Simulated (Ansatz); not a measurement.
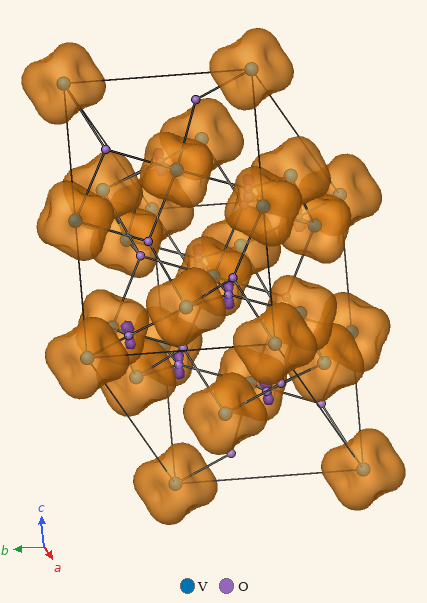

Figure. V₃O₅. Isosurfaces of the spin density at +0.1 (orange) and −0.1 e/Å³ (purple), seen at an oblique angle. Sticks mark near contacts.

Space group C2/c; spin-polarised.

The calculation used DFT PBEsol, scalar-relativistic, plane waves, PAW (Ansatz 0.2.0).

In a PAW calculation such maps are meaningful between the atoms, not at the nuclei.

Question: Describe the spin distribution.

Answer: The spin density sits on V: +1.3 μB (×4) and +1.2 μB (×8) in one cell of 32 atoms, with smaller moments on other sites: O (up to −0.05 μB): parallel main moments (a ferromagnetic arrangement) in this solution. The cell of the calculation (16 atoms) carries 9.9 μB of net spin moment.
